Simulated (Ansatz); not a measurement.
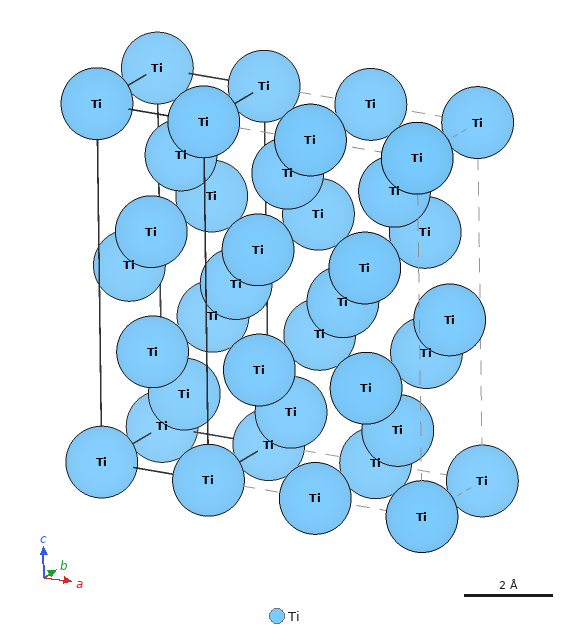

An orthographic spheres-only view of the structure, slightly off an axis. The solid frame is a single unit cell within a 3×1×1 block. Cell: a = 2.797 Å, b = 4.373 Å, c = 8.406 Å, α = 92.35°, β = 92.60°, γ = 101.00°.

- The element is titanium.
- Space group: P1, with no symmetry beyond the lattice.
- The cell holds six atoms.

Its origin is a structure listed in the Materials Project. The cell was then strained or its atoms displaced on purpose. It was set up as input for a calculation with Ansatz.
